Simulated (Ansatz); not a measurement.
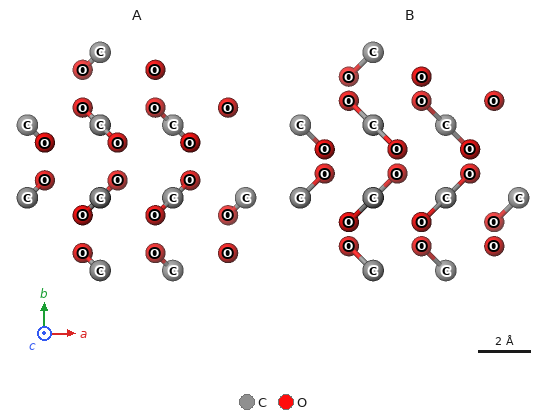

Two geometries of solid CO2 (set up in Pa-3), drawn at one scale. One is the start of a relaxation, the other its converged end. A ball-and-stick model of the atoms within 5.0 Å of the atom that moves most (axes of the cell of the calculation), seen along the c axis.

Computed with Ansatz, DFT, PBE, plane-wave PAW, default files, scalar-relativistic. Settings: plane-wave cutoff 420 eV; k-point mesh 4 × 4 × 4; occupations fermi dirac; smearing width 0.02 eV; no spin polarisation; atoms relaxed in a fixed cell; force threshold 0.02 eV/Å; at most 60 steps.

> Which of the two is the end point?

Structure A is the relaxed one. The energy falls by 2762 meV per atom in 4 accepted moves (6 points after the start). Largest force component: 5.8 eV/Å at the start, 0.011 eV/Å at the end. The line search rejected the trial step at point 3 of the run. 1 step only repeated the SCF at the same geometry. The largest moves, 0.46 Å, are those of O atoms. C stays in place. The cell doesn't change. Among the contacts that change: C–O 1.626 → 1.168 Å. The space group stays Pa-3 (No. 205).
